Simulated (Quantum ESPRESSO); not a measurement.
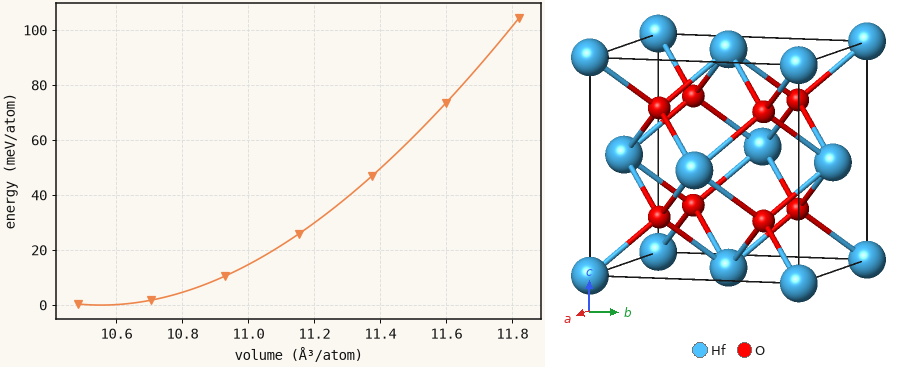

The picture above shows the energy against volume for HfO₂, space group Fm-3m (No. 225). The conventional cell is drawn beside the plot.

Cell as given: a = 3.617 Å, b = 3.617 Å, c = 3.617 Å, α = 60.00°, β = 60.00°, γ = 60.00°; 3 atoms.

Computed with Quantum ESPRESSO 7.5: plane-wave DFT, no spin polarisation; energies at scaled volumes of the given cell, shape and fractions fixed, counted from the fit's minimum, third-order Birch-Murnaghan fit. Level: PBEsol.

k mesh 9×9×9; occupations Fermi–Dirac; smearing width 0.05 eV; potentials PseudoDojo 0.4.1 SR PBEsol standard; wave cutoff 1143 eV; density cutoff 4572 eV.

### Give the fitted equation-of-state parameters.

A third-order Birch–Murnaghan fit gives V0 = 10.55 Å³/atom, B0 = 268 GPa and B′ = 4.3.
